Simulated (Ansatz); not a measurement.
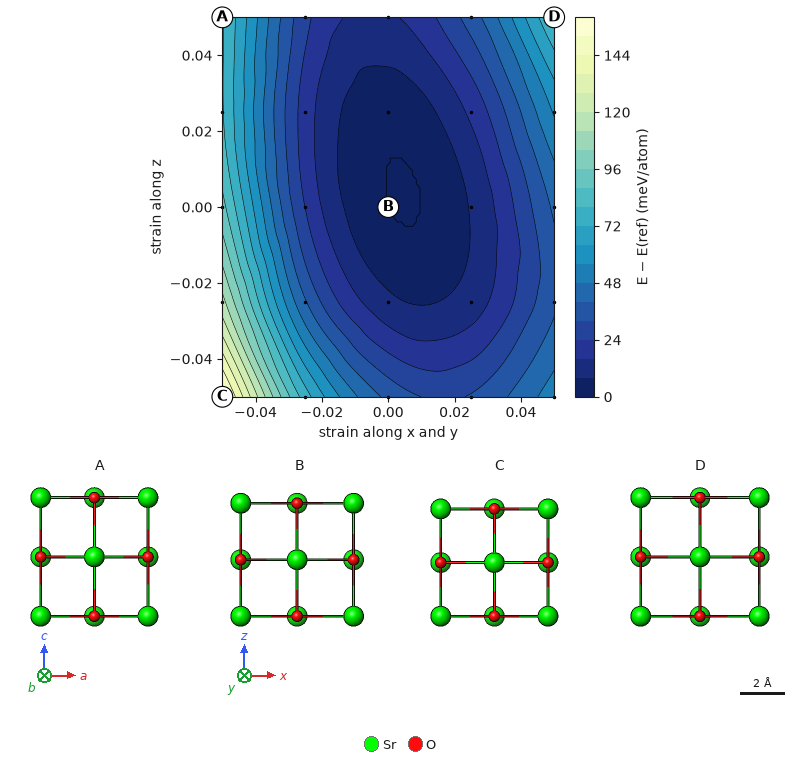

A scan of crystalline SrO (Fm-3m): the cell is strained equally along x and y and separately along z, with the atoms kept at their fractional coordinates. x, y and z are the Cartesian axes of the input. The map is interpolated between the computed points (dots). The lettered frames are marked on it. A ball-and-stick model of the conventional cell (4 times the calculation's cell), seen along the b axis. Lengths and directions refer to the drawn axes.

Method: DFT r2SCAN, scalar-relativistic, plane waves, PAW in Ansatz 0.2.0. (plane-wave cutoff 500 eV; k-point mesh 8 × 8 × 8; occupations gaussian; smearing width 0.05 eV; no spin polarisation). Energies (free energies at the smearing named) are counted from the cell as listed in its source, which wasn't relaxed.

Describe the energy landscape.

Answer. In pairs of (strain along x and y; strain along z): the lowest computed point lies at (0.000, 0.000) (0.0 meV/atom), the highest at (−0.050, −0.050) (157.3 meV/atom). The valley is tilted: raising the in-plane strain is made harder by raising the strain along z (cross term 0.31 of the geometric mean of the two curvatures). Over the ranges scanned the energy rises more along the first axis, the in-plane strain. The pressure runs from −9.3 GPa at (0.050, 0.050) to 22.5 GPa at (−0.050, −0.050). The frames lie at A (−0.050, 0.050): 81.0 meV/atom, B (0.000, 0.000): 0.0 meV/atom, C (−0.050, −0.050): 157.3 meV/atom, D (0.050, 0.050): 80.7 meV/atom.
